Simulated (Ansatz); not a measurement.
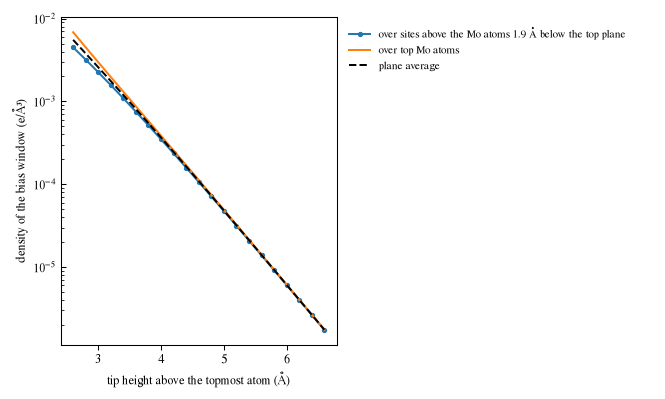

Approach curves over Mo(100) (Fm-3m bulk, 6 atomic planes (those closer than 0.6 Å count as one), 10 Å) at a sample bias of +1.50 V.

Tersoff–Hamann simulation (s-wave tip); biases are sample biases. Bias windows are sharp sums over the levels of the k mesh.

Level of theory: DFT PBE, scalar-relativistic, plane waves, PAW in Ansatz. Cutoff 420 eV, 21 × 21 k-points, Gaussian smearing 0.1 eV, dipole correction. The slab is a cut without reconstruction beyond its cell, at the source's lattice constants, with its lower half held fixed and the rest relaxed. This isn't the element's usual bcc form. No spin polarisation. The run warns that the functional's potential is rough in the thin density of the vacuum, where the tip is; weak contrasts and barriers may feel it. On this mesh the free atoms still feel up to 0.22 eV/Å.

```yaml
crystal:
  lattice:
    - [2.84964, 0.00000, 0.00000]
    - [0.00000, 2.84964, 0.00000]
    - [0.00000, 0.00000, 30.07500]
  atoms:
    - { symbol: Mo, position: [0.50000, 0.50000, 0.33250] }
    - { symbol: Mo, position: [0.00000, 0.00000, 0.39950] }
    - { symbol: Mo, position: [0.50000, 0.50000, 0.46650] }
    - { symbol: Mo, position: [0.00000, 0.00000, 0.53125] }
    - { symbol: Mo, position: [0.50000, 0.50000, 0.59574] }
    - { symbol: Mo, position: [0.00000, 0.00000, 0.65842] }
```

Q: How fast does the current decay, and what apparent barrier height does that imply?

A: Near 4 Å the plane average falls as exp(−1.99 z/Å), a factor of 7.3 per ångström, which gives an apparent barrier of 3.8 eV (0.952 eV Å² times the slope squared). The vacuum level lies 4.29 eV above zero bias. The upper edge of the window lies 2.79 eV under it. The apparent barrier is above 2.79 eV. At 4 Å the 0.50 eV of states nearest the upper edge carry 36 % of the density.
